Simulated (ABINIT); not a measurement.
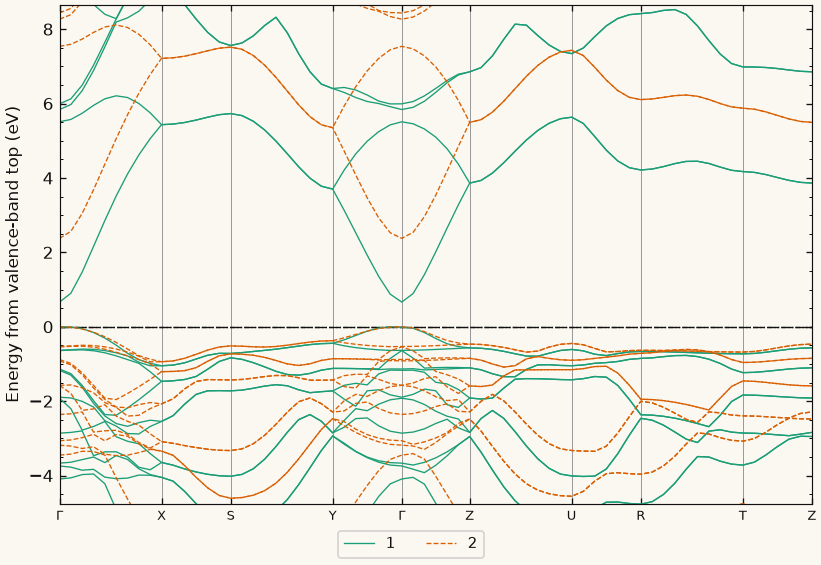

Band structures of SnO$_{2}$, space group Pnnm (No. 58), 6 atoms in the cell (a = 4.79 Å, b = 4.87 Å, c = 3.24 Å, α = 90.00°, β = 90.00°, γ = 90.00°), by two methods on the same cell. Each is counted from its own valence-band top.

### Which curve is which? The methods: TB-mBJ, LDA.

1 is LDA; 2 is TB-mBJ. LDA gives a gap of 0.66 eV along the path and TB-mBJ gives a gap of 2.38 eV along the path.

Settings. LDA: JTH PAW LDA v2.0, no spin polarisation, no spin-orbit coupling, 6×6×8 k mesh, 626 eV cutoff, Fermi-Dirac smearing of 0.05 eV (ABINIT). TB-mBJ: JTH PAW LDA v2.0, no spin polarisation, no spin-orbit coupling, 3×3×4 k mesh, 762 eV cutoff, Fermi-Dirac smearing of 0.05 eV (ABINIT 10.8.3 (patched build)).

In reduced coordinates of the cell that was run, X is (0, 0, 0.5), S is (0.5, 0, 0.5), Y is (0.5, 0, 0), Z is (0, 0.5, 0), U is (0, 0.5, 0.5), R is (0.5, 0.5, 0.5) and T is (0.5, 0.5, 0). The usual form of SnO2 is rutile. LDA, GGA and most meta-GGA functionals understate gaps. TB-mBJ: the k mesh is coarse, so the values aren't converged. TB-mBJ: the constant c of TB-mBJ comes from the pseudo density here, which moves gaps by up to 0.3 eV between sets of potentials. TB-mBJ: the PAW data sets were made with another functional. The cell is at −12 GPa in LDA.
